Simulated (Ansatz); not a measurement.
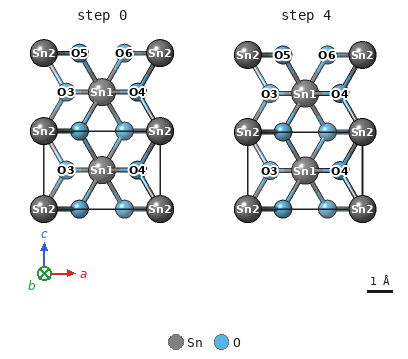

The structure of a crystal of SnO2 (built on the rutile host type) before (left) and after (right) a relaxation, at one scale.

A ball-and-stick model of the cell of the calculation, repeated 1 × 1 × 2 with one cell outlined, seen along the b axis.

Method: DFT, r2SCAN, plane waves, PAW (Ansatz).

The input:
```yaml
crystal:
  lattice:
    - [4.8271903542, 0.0, 0.0]
    - [0.0, 4.8271903542, 0.0]
    - [0.0, 0.0, 3.2381522553]
  atoms:
    - { symbol: Sn, position: [0.5, 0.5, 0.5] }
    - { symbol: Sn, position: [0.0, 0.0, 0.0] }
    - { symbol: O, position: [0.1934234767, 0.8065765233, 0.5] }
    - { symbol: O, position: [0.8065765233, 0.1934234767, 0.5] }
    - { symbol: O, position: [0.3065765233, 0.3065765233, 0.0] }
    - { symbol: O, position: [0.6934234767, 0.6934234767, 0.0] }
kpoints:
  mp_grid: { grid: [6, 6, 8] }
hamiltonian:
  xc: r2scan
scf:
  occupations: { method: fermi_dirac, width: 0.02 }
relax:
  f_tol: 0.005
  cell: {}
output:
  write_density: true
  write_potential: true
  elf: true
  volumetric_format: npy
```

Command:
```bash
ansatz run input.yaml --threads 2 --pin off --max-ram 29491MiB --backend cpu --events-out ev --progress --plain --runs-dir out
```

**Summarise the run.**

The largest moves relative to the cell, 0.005 Å, are those of O3, O4, O5 and O6. O3 goes along [1 −1 0]. Sn stays in place. The drawn cell changes as follows: a = b 4.827 → 4.761 Å (−1.4 %), c 3.238 → 3.200 Å (−1.2 %); the volume changes by −3.9 %. Near-neighbour distances that change, for instance: Sn1–O3 2.093 → 2.059 Å, Sn1–O5 2.089 → 2.066 Å. The space group stays P4_2/mnm (No. 136). Over 3 accepted moves (4 points after the start) the energy falls by 71.3 meV per cell of the calculation. The largest force component goes from 0.029 to 0.0027 eV/Å. The pressure goes from −7.59 to 0.00 GPa. At 1 point the geometry stayed and the basis and grid were re-selected for the new cell (energy shift of 1.5 meV per cell of the calculation at most each time).
